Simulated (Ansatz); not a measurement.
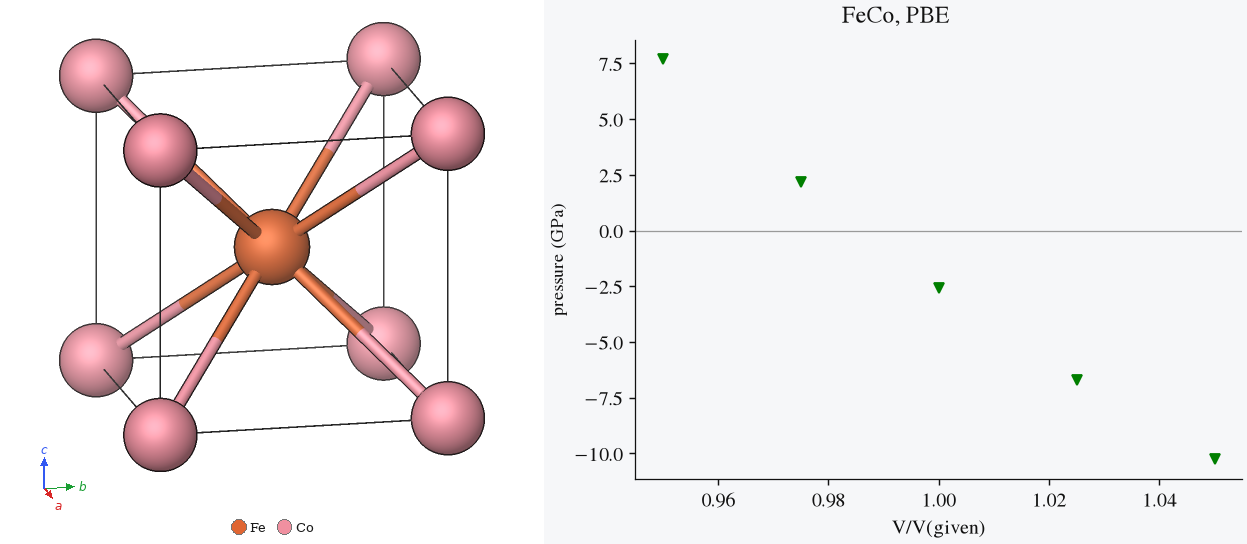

The picture above shows the pressure against V/V(given) for FeCo, space group Pm-3m (No. 221). The conventional cell is drawn beside the plot.

The given structure:
```yaml
crystal:
  lattice:
    - [2.85700, 0.00000, 0.00000]
    - [0.00000, 2.85700, 0.00000]
    - [0.00000, 0.00000, 2.85700]
  atoms:
    - { symbol: Fe, position: [0.50000, 0.50000, 0.50000] }
    - { symbol: Co, position: [0.00000, 0.00000, 0.00000] }
```

Calculation (Ansatz 0.2.0): periodic Kohn-Sham DFT of a crystal at fixed atoms, scaled to the stated factor times the given cell; pressure positive in compression. Level: PBE, collinear spin. The state reached is ferromagnetic.

| setting | value |
| --- | --- |
| method | frozen-core PAW |
| relativity | scalar |
| k mesh | 11×11×11 |
| occupations | Fermi–Dirac |
| smearing width | 0.05 eV |
| wave cutoff | 420 eV |
| PAW set | soft_2 |

V(given) is 11.66 Å³/atom.

From this curve and the settings, what does the calculation give for the cell moment at the same points?

The cell moment rises from 4.428 μB at V/V(given) 0.950 to 4.606 μB at 1.050.

| V/V(given) | cell moment (μB) |
| --- | --- |
| 0.950 | 4.428 |
| 0.975 | 4.476 |
| 1.000 | 4.522 |
| 1.025 | 4.564 |
| 1.050 | 4.606 |

Caveats: run without spin, though Co and Fe often carry a moment.
